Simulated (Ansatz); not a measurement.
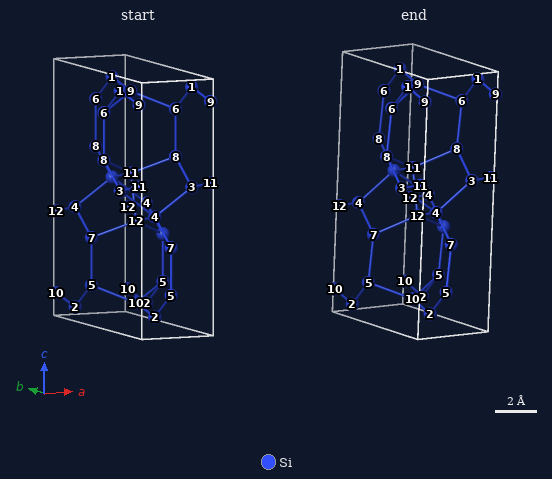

The structure of solid Si (set up in Cmcm) before (left) and after (right) a relaxation, at one scale.

The picture is a ball-and-stick view of the conventional cell (2 times the calculation's cell), seen slightly off an axis. Lengths and directions refer to the drawn axes.

Level of theory: Ansatz 0.2.0, DFT r2SCAN, scalar-relativistic, plane waves, PAW. (plane-wave cutoff 500 eV; k-point mesh 8 × 8 × 2; occupations gaussian; smearing width 0.05 eV; no spin polarisation)

> What changed between the two?

The largest moves relative to the cell, 0.12 Å, are those of Si5 and Si6. Si6 goes roughly along +a. The drawn cell changes as follows: a 3.831 → 3.789 Å (−1.1 %), b 10.718 → 10.760 Å (+0.4 %), c 12.686 → 12.814 Å (+1.0 %), α 90.0° → 88.2°, β 90.0° → 84.2°, γ 90.0° → 88.4°; the volume changes by −0.3 %. Among the contacts that change: Si5–Si10 2.352 → 2.398 Å, Si5–Si10 (another image) 2.352 → 2.318 Å, Si7–Si12 2.352 → 2.326 Å, Si3–Si8 2.379 → 2.401 Å. Bond angles that change, for instance: Si7–Si5–Si10 111.1° → 121.9°, Si5–Si7–Si12 111.1° → 101.3°, Si5–Si7–Si12 111.1° → 119.2°. The space group (tolerance 0.01 Å) goes from Cmcm (No. 63) to P-1 (No. 2).
